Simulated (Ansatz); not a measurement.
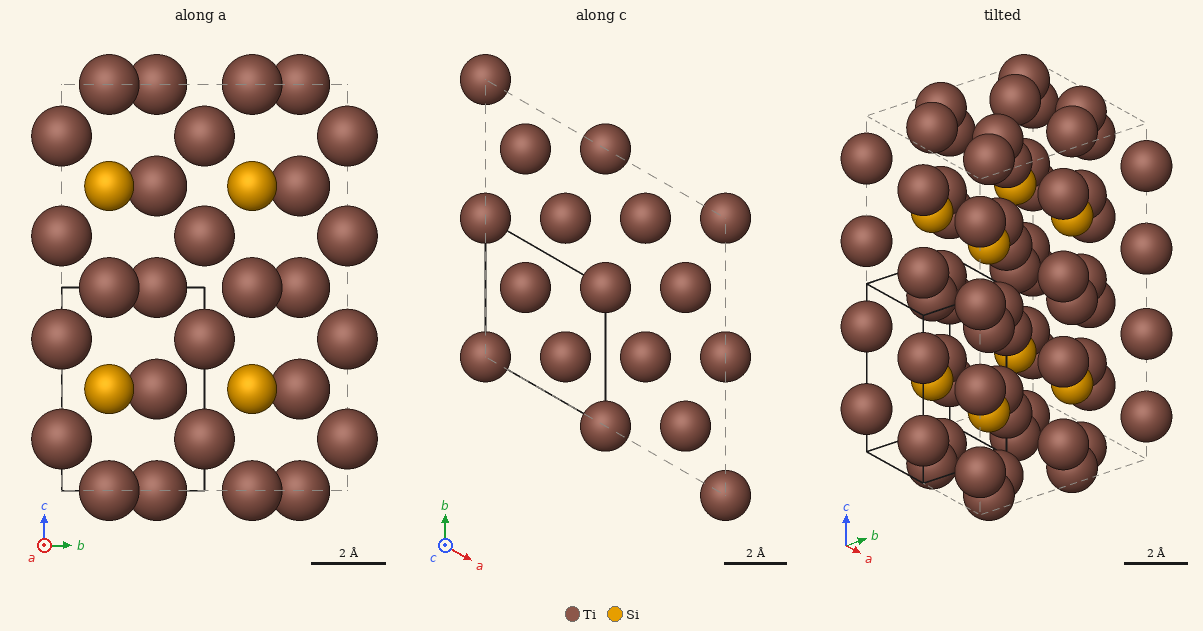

A spheres-only picture of a crystal structure, seen along the a axis, along the c axis and slightly off an axis. The drawing covers 2×2×2 cells, and the solid lines enclose one conventional unit cell. Cell: a = 4.508 Å, b = 4.508 Å, c = 5.547 Å, α = 90.00°, β = 90.00°, γ = 120.00°.

The formula is Ti5Si. It is primitive hexagonal, space group P-6m2 (No. 187). With Z = 1, the cell contains 5 Ti, 1 Si.

The cell started as a structure listed in the Materials Project, with elements exchanged, so it need not be a known form of the compound. This is the structure after a relaxation with DFT PBE, scalar-relativistic, plane waves, PAW in Ansatz.
